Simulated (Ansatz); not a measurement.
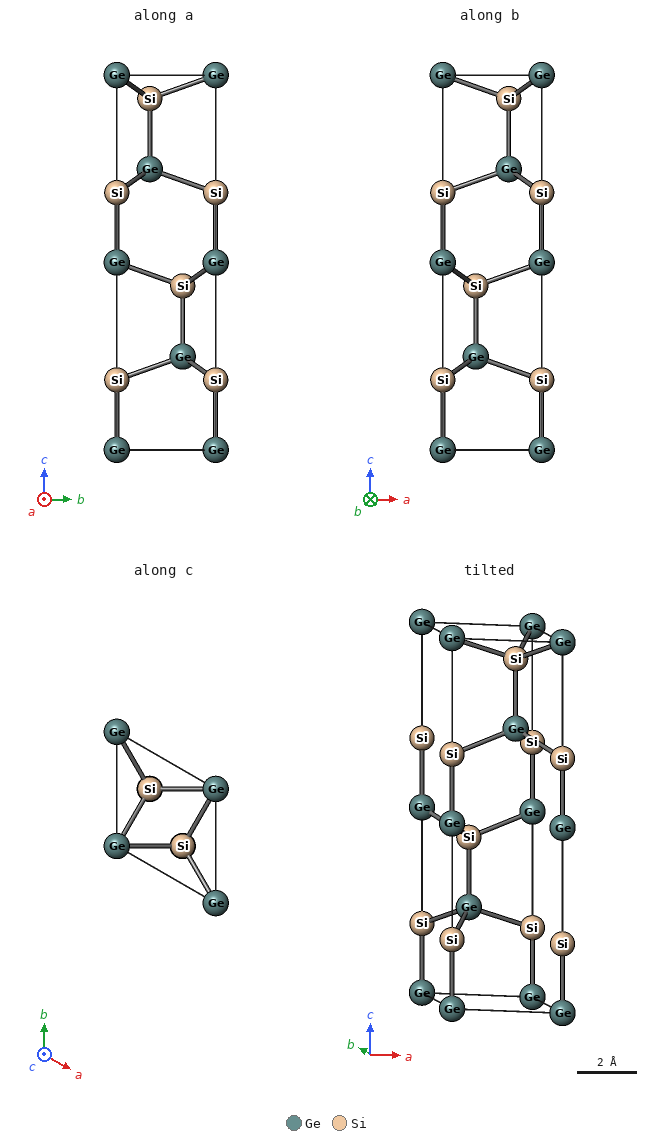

The image is a ball-and-stick drawing of a crystal, viewed along the a axis, along the b axis, along the c axis and slightly off an axis. One conventional unit cell is outlined, and atoms on its boundary appear in each equivalent place.

Lattice parameters: a = 3.9138 Å, b = 3.9138 Å, c = 12.8423 Å, α = 90.000°, β = 90.000°, γ = 120.000°.

### Set out the cell and atoms as a CIF in P1 with every atom of the cell, with free fractional coordinates to two decimals.

```cif
data_structure
_symmetry_space_group_name_H-M 'P 1'
_symmetry_Int_Tables_number 1
_cell_length_a 3.9138
_cell_length_b 3.9138
_cell_length_c 12.8423
_cell_angle_alpha 90.000
_cell_angle_beta 90.000
_cell_angle_gamma 120.000
_cell_volume 170.36
loop_
_atom_site_label
_atom_site_type_symbol
_atom_site_fract_x
_atom_site_fract_y
_atom_site_fract_z
_atom_site_occupancy
Ge1 Ge 0.00 0.00 0.00 1
Ge2 Ge 0.3333 0.6667 0.25 1
Ge3 Ge 0.00 0.00 0.50 1
Ge4 Ge 0.6667 0.3333 0.75 1
Si1 Si 0.00 0.00 0.19 1
Si2 Si 0.3333 0.6667 0.44 1
Si3 Si 0.00 0.00 0.69 1
Si4 Si 0.6667 0.3333 0.94 1
```

Starting structure: a structure type filled with these elements by a generator (whether the compound takes this form wasn't checked). Earlier steps of the study may have refined or changed the cell and positions. It was the input of a calculation with Ansatz.
